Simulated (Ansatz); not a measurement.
# Geometry relaxation, with input and output: Pt (part 1 of 2)

- system: Pt (I4/mmm, 2 atoms in the cell)
- method: DFT r2SCAN, scalar-relativistic, plane waves, PAW, no spin polarisation (Ansatz 0.2.0)

The structure derives from a Materials Project entry. It belongs to a series of runs on one base structure; here: film's bulk on the substrate's plane, third vector and atoms relaxed. Figures and captions count atoms from 1; the log counts them from 0 in places.

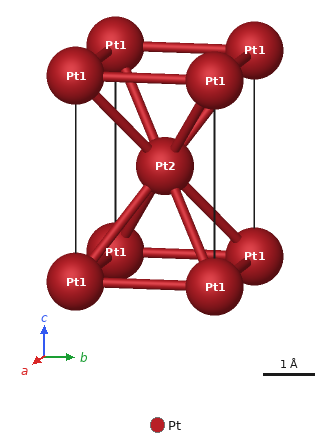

Fig. 1: The starting structure (ball-and-stick view of the reduced cell, seen slightly off an axis; atoms are numbered from 1 in the order of the input). Near neighbours in the crystal (not all of them lie inside the picture): Pt has 12 Pt at 2.78 to 2.95 Å.

Input:
```yaml
crystal:
  lattice:
    - [4.1772297069, 0.0, 0.0]
    - [0.0, 4.1772297069, 0.0]
    - [-2.0886148535, 0.0, 1.8367440195]
  atoms:
    - { symbol: Pt, position: [0.0, 0.0, 0.0] }
    - { symbol: Pt, position: [0.5, 0.5, 0.0] }
basis:
  ecutwfc: 500
kpoints:
  mp_grid: { grid: [8, 8, 19] }
hamiltonian:
  xc: r2scan
scf:
  occupations: { method: gaussian, width: 0.1 }
output:
  forces: true
  stress: true
  eigenvalues: true
relax:
  adjacent_minimum: "off"
  f_tol: 0.01
  max_steps: 50
  cell: { fix: [a, b, gamma], stress_tol: 0.1 }
```

Hardware: 8 threads of Intel Xeon @ 2.70GHz, 189 GiB of memory available, shared host.

Launched with:
```bash
ansatz run input.yaml --threads 8 --pin off --max-ram 20480MiB --backend cpu --events-out ev --progress --plain --runs-dir out
```

The program's output:
```
Warning: crystal.symmetry: narrowed to the stabiliser of the k-point mesh — unitary ops 16 → 8; excluded 8 operations that carry a point of the 8×8×19 mesh (shift [0, 0, 0]) off the mesh (the run samples exactly the mesh kpoints.mp_grid names, as under crystal.symmetry.detect: false, and its converged state has the mesh's symmetry, not the crystal's; ε∞, the Born charges and the force constants of a linear response (`dielectric:` by the response, `phonons.method: dfpt`) are averaged over those of the crystal's operations that the state keeps within a tolerance, where `mesh_tensors`, `unaveraged_element` or `gamma_mean_max_change_ev_ang2` stands beside them; a row that `dielectric.field_direction` solves alone is averaged likewise, with nothing beside; a Γ-centred mesh of equal divisions is mapped onto itself by every operation and keeps the whole group, as does a half-shifted one under kpoints.further_shifts: images)
Engine: ansatz 0.2.0, x86_64-unknown-linux-gnu
Pseudopotentials: kind: paw
Pseudopotential: Pt, paw, valence charge 18, recommended cutoff 500 eV (meta_gga), Pt.paw.azcp
Functional definition: r2SCAN
  parameter k0 = 0.174
  parameter k1 = 0.065
  parameter a1 = 4.9479
  exchange = r2scan_x(k0 = k0, k1 = k1, a1 = a1)
  correlation = r2scan_c
Crystal: 2 atoms, lattice volume = 32.050 Å³
Basis set: ecut = 500 eV, 803 PW (Γ), exchange–correlation on 128×128×96 points (64 copies of the dense FFT grid, shifted against one another)
Bands: 22, of which v1, the nominal top of the filled ones, is band 18 counted from 1 (17 counted from 0)
Symmetry: 8 space group operations
k-points: 385 of 1216
Non-local potential: Pt, projectors of the file, l = 0: 3, l = 1: 2, l = 2: 2, l = 3: 1
PAW form: soft (Blöchl's): semilocal exchange-correlation on the pseudo side does not see the compensation charge
PAW frozen core: Pt, regenerated for the run's functional (the file was generated under x = pbe(κ = 0.804, μ = 0.2195149727645171), c = pbe(β = 0.06672455060314922))
PAW one-centre angular grid: Pt, 590 points (default); XC on 160 Gauss nodes
Initial density: superposition of atomic densities (neutral atoms: chi_scale 0, normalization atom), corrected by the library's trained network
Initial wavefunctions: pseudopotential atomic-orbital guess
Functional: x = r2scan, c = r2scan; τ floored in thin density (d = 2e-4 eV/Å³)
SCF iter   1: F=—  HF=-25073.476410 eV  |F-HF|=—  |Δ(HF+E_count)|=         —  Δρ=1.50e-2  dr2=5.69e-2  dr2_τ=2.43e-2  ethr=1.77e-3  ⟨swp⟩=5.1  Hψ=34179  notcnv=0
preconditioner: auto → Kerker (q_TF=auto, 2.782 Å⁻¹)  [metal: Δε(μ)=0.004 eV  Ē_g=9.251 eV  σ=0.100 eV  W_gap=0.02  n_scr=14 (ndim 8)  ℏωp=29.3 eV  f_vac=0.000  D(μ)=3.09/eV (n_scr^D=36)]
SCF iter   2: F=—  HF=-25073.483469 eV  |F-HF|=—  |Δ(HF+E_count)|=   7.06e-3  Δρ=6.95e-3  dr2=9.63e-3  dr2_τ=1.59e-3  ethr=1.58e-4  ⟨swp⟩=2.2  Hψ=15279  notcnv=0  defer=2
SCF iter   3: F=—  HF=-25073.484343 eV  |F-HF|=—  |Δ(HF+E_count)|=   8.74e-4  Δρ=1.96e-3  dr2=7.24e-4  dr2_τ=3.03e-5  ethr=2.68e-5  ⟨swp⟩=2.0  Hψ=11624  notcnv=0  defer=2
SCF iter   4: F=—  HF=-25073.484666 eV  |F-HF|=—  |Δ(HF+E_count)|=   3.23e-4  Δρ=4.33e-4  dr2=3.48e-5  dr2_τ=3.78e-6  ethr=2.01e-6  ⟨swp⟩=2.0  Hψ=12178  notcnv=0  defer=2
SCF iter   5: F=—  HF=-25073.484707 eV  |F-HF|=—  |Δ(HF+E_count)|=   4.04e-5  Δρ=1.26e-4  dr2=4.94e-6  dr2_τ=2.81e-7  ethr=9.68e-8  ⟨swp⟩=2.6  Hψ=15985  notcnv=0  defer=2
SCF iter   6: F=—  HF=-25073.484711 eV  |F-HF|=—  |Δ(HF+E_count)|=   3.93e-6  Δρ=2.76e-5  dr2=1.83e-7  dr2_τ=5.04e-8  ethr=1.37e-8  ⟨swp⟩=2.0  Hψ=12343  notcnv=0  defer=2
SCF iter   7: F=-25073.484711 eV  HF=-25073.484711 eV  |F-HF|=5.86e-9  |Δ(HF+E_count)|=   1.03e-7  Δρ=9.95e-6  dr2=2.80e-8  dr2_τ=8.05e-10  ethr=2.78e-10  ⟨swp⟩=4.8  Hψ=31122  notcnv=0
SCF 1 converged in 7 iterations: F = -25073.484711 eV  dr2 = 2.80e-8
  greatest PAW one-centre occupation: 1.000 electrons in one spin orbital (limit 2), on the Pt atom at site 1 (counted from 0), in its partial waves of l = 0
relax step   1: F+E_penalty+E_count = -25073.48471066 eV  Δ(F+E_penalty+E_count) = +0.000e0 eV  max|allowed force component| = 2.130e-29 eV/Å  Δτ_max = 0.0000 Å  P = -10.061 GPa  Ω = 32.050 Å³  fix = [a, b, gamma]  reactions: a -11.514, b -11.307 GPa  (7 SCF iters, dr2 threshold 1.00e-7 eV, accepted)
Crystal: 2 atoms, lattice volume = 30.487 Å³
Basis set: ecut = 500 eV, 763 PW (Γ), exchange–correlation on 128×128×96 points (64 copies of the dense FFT grid, shifted against one another)
Initial density: handed on by an earlier stage of this run
Initial wavefunctions: those handed on with the density
iter 1 solved again at ethr=2.20e-5 eV; its pass at ethr=3.10e-3 eV (dr2=7.92e-3 eV) is discarded
SCF iter   1: F=—  HF=-25073.274964 eV  |F-HF|=—  |Δ(HF+E_count)|=         —  Δρ=8.18e-3  dr2=7.34e-3  dr2_τ=3.12e-1  ethr=2.20e-5  ⟨swp⟩=1.9  Hψ=47866  notcnv=0
preconditioner: auto → Kerker (q_TF=auto, 2.805 Å⁻¹)  [metal: Δε(μ)=0.009 eV  Ē_g=9.749 eV  σ=0.100 eV  W_gap=0.05  n_scr=14 (ndim 8)  ℏωp=30.1 eV  f_vac=0.000  D(μ)=1.99/eV (n_scr^D=22)]
SCF iter   2: F=—  HF=-25073.491409 eV  |F-HF|=—  |Δ(HF+E_count)|=   2.16e-1  Δρ=4.49e-3  dr2=1.56e-3  dr2_τ=4.73e-4  ethr=2.04e-5  ⟨swp⟩=2.0  Hψ=16922  notcnv=0
SCF iter   3: F=—  HF=-25073.491830 eV  |F-HF|=—  |Δ(HF+E_count)|=   4.22e-4  Δρ=2.38e-3  dr2=4.22e-4  dr2_τ=4.72e-5  ethr=4.33e-6  ⟨swp⟩=1.0  Hψ=8939  notcnv=0
SCF iter   4: F=—  HF=-25073.492001 eV  |F-HF|=—  |Δ(HF+E_count)|=   1.71e-4  Δρ=2.77e-4  dr2=1.99e-5  dr2_τ=2.02e-6  ethr=1.17e-6  ⟨swp⟩=2.2  Hψ=12803  notcnv=0
SCF iter   5: F=—  HF=-25073.491995 eV  |F-HF|=—  |Δ(HF+E_count)|=   6.16e-6  Δρ=9.04e-5  dr2=2.60e-6  dr2_τ=9.70e-8  ethr=5.53e-8  ⟨swp⟩=2.7  Hψ=14160  notcnv=0
SCF iter   6: F=—  HF=-25073.491995 eV  |F-HF|=—  |Δ(HF+E_count)|=   1.32e-7  Δρ=3.16e-5  dr2=2.86e-7  dr2_τ=1.23e-8  ethr=7.24e-9  ⟨swp⟩=2.0  Hψ=11759  notcnv=0
SCF iter   7: F=-25073.491995 eV  HF=-25073.491995 eV  |F-HF|=8.59e-9  |Δ(HF+E_count)|=   6.95e-8  Δρ=1.03e-5  dr2=3.51e-8  dr2_τ=2.33e-9  ethr=5.56e-10  ⟨swp⟩=4.0  Hψ=27740  notcnv=0
the search or the solves at the SCF's close seem to have found levels that the self-consistency loop had missed (the run counts 1). By its estimate they hold under 1e-12 electrons; where the run keeps them, the occupations were computed again with them
SCF 2 converged in 7 iterations: F = -25073.491995 eV  dr2 = 3.51e-8
relax step   2: F+E_penalty+E_count = -25073.49199525 eV  Δ(F+E_penalty+E_count) = -7.285e-3 eV  max|allowed force component| = 4.733e-30 eV/Å  Δτ_max = 0.0000 Å  P = +2.774 GPa  Ω = 30.487 Å³  energy of the carried Pulay correction = +7.287e-4 eV  fix = [a, b, gamma]  reactions: a +0.702, b +0.840 GPa  (7 SCF iters, dr2 threshold 2.00e-7 eV, accepted)
Crystal: 2 atoms, lattice volume = 31.236 Å³
Basis set: ecut = 500 eV, 779 PW (Γ), exchange–correlation on 128×128×96 points (64 copies of the dense FFT grid, shifted against one another)
iter 1 solved again at ethr=8.00e-6 eV; its pass at ethr=3.10e-3 eV (dr2=2.88e-3 eV) is discarded
SCF iter   1: F=—  HF=-25073.440020 eV  |F-HF|=—  |Δ(HF+E_count)|=         —  Δρ=4.20e-3  dr2=2.98e-3  dr2_τ=7.58e-2  ethr=8.00e-6  ⟨swp⟩=1.3  Hψ=48974  notcnv=0
preconditioner: auto → Kerker (q_TF=auto, 2.794 Å⁻¹)  [metal: Δε(μ)=0.007 eV  Ē_g=9.458 eV  σ=0.100 eV  W_gap=0.04  n_scr=14 (ndim 8)  ℏωp=29.7 eV  f_vac=0.000  D(μ)=2.30/eV (n_scr^D=24)]
SCF iter   2: F=—  HF=-25073.505661 eV  |F-HF|=—  |Δ(HF+E_count)|=   6.56e-2  Δρ=2.43e-3  dr2=7.95e-4  dr2_τ=2.99e-4  ethr=8.00e-6  ⟨swp⟩=2.0  Hψ=16061  notcnv=0
SCF iter   3: F=—  HF=-25073.505678 eV  |F-HF|=—  |Δ(HF+E_count)|=   1.69e-5  Δρ=1.59e-3  dr2=2.92e-4  dr2_τ=2.84e-5  ethr=2.21e-6  ⟨swp⟩=1.0  Hψ=8488  notcnv=0
SCF iter   4: F=—  HF=-25073.505728 eV  |F-HF|=—  |Δ(HF+E_count)|=   4.97e-5  Δρ=2.70e-4  dr2=1.50e-5  dr2_τ=2.11e-6  ethr=8.11e-7  ⟨swp⟩=2.2  Hψ=12956  notcnv=0
SCF iter   5: F=—  HF=-25073.505720 eV  |F-HF|=—  |Δ(HF+E_count)|=   8.04e-6  Δρ=9.92e-5  dr2=3.23e-6  dr2_τ=1.61e-7  ethr=4.17e-8  ⟨swp⟩=2.7  Hψ=14385  notcnv=0
SCF iter   6: F=—  HF=-25073.505720 eV  |F-HF|=—  |Δ(HF+E_count)|=   4.30e-7  Δρ=5.28e-5  dr2=8.89e-7  dr2_τ=4.17e-8  ethr=8.97e-9  ⟨swp⟩=2.0  Hψ=12204  notcnv=0
SCF iter   7: F=-25073.505719 eV  HF=-25073.505719 eV  |F-HF|=6.65e-8  |Δ(HF+E_count)|=   1.32e-7  Δρ=2.00e-5  dr2=1.29e-7  dr2_τ=7.93e-9  ethr=5.56e-10  ⟨swp⟩=2.9  Hψ=31373  notcnv=0
SCF 3 converged in 7 iterations: F = -25073.505719 eV  dr2 = 1.29e-7
relax step   3: F+E_penalty+E_count = -25073.50571938 eV  Δ(F+E_penalty+E_count) = -1.372e-2 eV  max|allowed force component| = 9.466e-30 eV/Å  Δτ_max = 0.0000 Å  P = -3.875 GPa  Ω = 31.236 Å³  energy of the carried Pulay correction = +3.748e-4 eV  fix = [a, b, gamma]  reactions: a -5.603, b -5.449 GPa  (7 SCF iters, dr2 threshold 2.00e-7 eV, accepted)
Crystal: 2 atoms, lattice volume = 31.178 Å³
iter 1 solved again at ethr=3.94e-8 eV; its pass at ethr=3.10e-3 eV (dr2=1.42e-5 eV) is discarded
SCF iter   1: F=—  HF=-25073.505469 eV  |F-HF|=—  |Δ(HF+E_count)|=         —  Δρ=3.15e-4  dr2=1.34e-5  dr2_τ=4.46e-4  ethr=3.94e-8  ⟨swp⟩=3.1  Hψ=44598  notcnv=0
preconditioner: auto → Kerker (q_TF=auto, 2.794 Å⁻¹)  [metal: Δε(μ)=0.013 eV  Ē_g=9.490 eV  σ=0.100 eV  W_gap=0.07  n_scr=14 (ndim 8)  ℏωp=29.7 eV  f_vac=0.000  D(μ)=2.37/eV (n_scr^D=24)]
SCF iter   2: F=—  HF=-25073.505858 eV  |F-HF|=—  |Δ(HF+E_count)|=   3.89e-4  Δρ=1.90e-4  dr2=4.43e-6  dr2_τ=1.31e-6  ethr=3.71e-8  ⟨swp⟩=2.0  Hψ=15440  notcnv=0
SCF iter   3: F=—  HF=-25073.505859 eV  |F-HF|=—  |Δ(HF+E_count)|=   9.53e-8  Δρ=1.19e-4  dr2=1.53e-6  dr2_τ=1.33e-7  ethr=1.23e-8  ⟨swp⟩=1.0  Hψ=8483  notcnv=0
SCF iter   4: F=-25073.505859 eV  HF=-25073.505859 eV  |F-HF|=3.83e-8  |Δ(HF+E_count)|=   2.64e-7  Δρ=1.75e-5  dr2=7.77e-8  dr2_τ=1.15e-8  ethr=5.56e-10  ⟨swp⟩=3.0  Hψ=36118  notcnv=0
SCF 4 converged in 4 iterations: F = -25073.505859 eV  dr2 = 7.77e-8
relax step   4: F+E_penalty+E_count = -25073.50585879 eV  Δ(F+E_penalty+E_count) = -1.394e-4 eV  max|allowed force component| = 9.466e-30 eV/Å  Δτ_max = 0.0000 Å  P = -3.392 GPa  Ω = 31.178 Å³  energy of the carried Pulay correction = +4.021e-4 eV  fix = [a, b, gamma]  reactions: a -5.144, b -4.992 GPa  (4 SCF iters, dr2 threshold 2.00e-7 eV, accepted)
Initial wavefunctions: pseudopotential atomic-orbital guess (no wavefunctions were taken with the density)
iter 1 solved again at ethr=6.33e-9 eV; its pass at ethr=3.10e-3 eV (dr2=2.28e-6 eV) is discarded
SCF iter   1: F=—  HF=-25073.505502 eV  |F-HF|=—  |Δ(HF+E_count)|=         —  Δρ=8.66e-5  dr2=3.09e-7  dr2_τ=3.53e-6  ethr=6.33e-9  ⟨swp⟩=4.0  Hψ=61375  notcnv=0
preconditioner: auto → Kerker (q_TF=auto, 2.794 Å⁻¹)  [metal: Δε(μ)=0.012 eV  Ē_g=9.489 eV  σ=0.100 eV  W_gap=0.07  n_scr=14 (ndim 8)  ℏωp=29.7 eV  f_vac=0.000  D(μ)=2.36/eV (n_scr^D=24)]
SCF iter   2: F=—  HF=-25073.505502 eV  |F-HF|=—  |Δ(HF+E_count)|=   3.08e-7  Δρ=4.47e-5  dr2=8.14e-8  dr2_τ=1.05e-7  ethr=8.59e-10  ⟨swp⟩=2.6  Hψ=14243  notcnv=0
SCF iter   3: F=—  HF=-25073.505502 eV  |F-HF|=—  |Δ(HF+E_count)|=   1.35e-7  Δρ=3.26e-6  dr2=7.87e-10  dr2_τ=5.35e-10  ethr=2.26e-10  ⟨swp⟩=2.0  Hψ=12301  notcnv=0
SCF iter   4: F=-25073.505502 eV  HF=-25073.505502 eV  |F-HF|=7.64e-11  |Δ(HF+E_count)|=   2.66e-9  Δρ=7.39e-7  dr2=6.59e-11  dr2_τ=2.83e-11  ethr=1.00e-12  ⟨swp⟩=5.5  Hψ=36706  notcnv=0
SCF 5 converged in 4 iterations: F = -25073.505502 eV  dr2 = 6.59e-11
relax step   5: F+E_penalty+E_count = -25073.50550214 eV  Δ(F+E_penalty+E_count) = +3.567e-4 eV  max|allowed force component| = 9.466e-30 eV/Å  Δτ_max = 0.0000 Å  P = -3.400 GPa  Ω = 31.178 Å³  fix = [a, b, gamma]  reactions: a -5.148, b -4.996 GPa  stress off target by 5.70e-2 GPa on what of the cell is left free  SCF on the basis re-selected at this cell (its energy is not comparable with the rows above)  (4 SCF iters)
```
